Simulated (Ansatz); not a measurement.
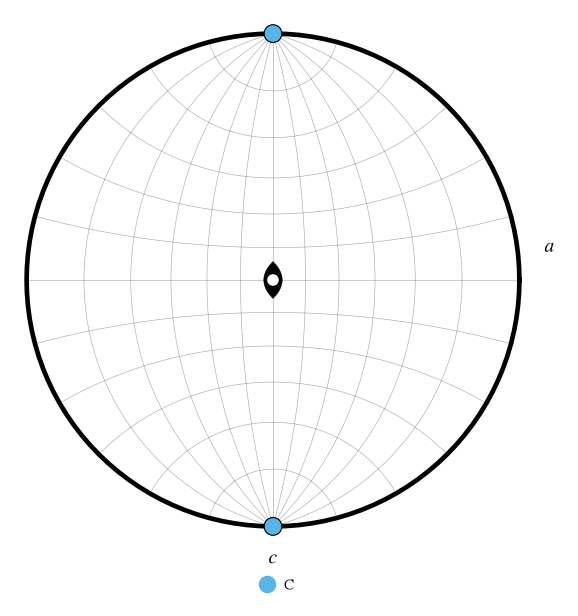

For C, the geometry relaxed with DFT PBE, scalar-relativistic, plane waves, PAW in Ansatz 0.2.0; the starting structure was generated, so it need not be a known form of this composition: directions from one carbon atom at (1/2, 0, 1/2) to its bonded neighbours, in stereographic projection down b (filled: above the plane of the page or in it, open: below). Geometry calculated from the standardised cell; symmetry tolerance 0.002 Å.

Neighbours are counted up to 1.76 Å for C. The symmetry elements of the site are drawn in: heavy lines are mirror planes (a heavy rim: a mirror in the plane of the page); lens, triangle, square and hexagon are 2-, 3-, 4- and 6-fold axes, a lens in an open square is −4, a triangle in an open hexagon −6; thin dashed diameters join the ends of axes that lie in the page; a small open circle marks inversion.

```cif
data_structure
_symmetry_space_group_name_H-M 'P 1'
_symmetry_Int_Tables_number 1
_cell_length_a 5.9147
_cell_length_b 6.1381
_cell_length_c 1.2820
_cell_angle_alpha 90.000
_cell_angle_beta 96.814
_cell_angle_gamma 90.000
_cell_volume 46.21
loop_
_atom_site_label
_atom_site_type_symbol
_atom_site_fract_x
_atom_site_fract_y
_atom_site_fract_z
_atom_site_occupancy
C1 C 0.50000 0.00000 0.50000 1
C2 C 0.00000 0.50000 0.50000 1
```

**How many neighbours are there, and at what angles?**

2: 2 C at 1.28 Å. Angles between bonds: 180° (1×).

**What is the site's symmetry in the crystal?**

Point group 2/m (C2h), order 4: one twofold axis, one mirror plane, an inversion centre. In No. 12, C2/m this is Wyckoff position 2d.
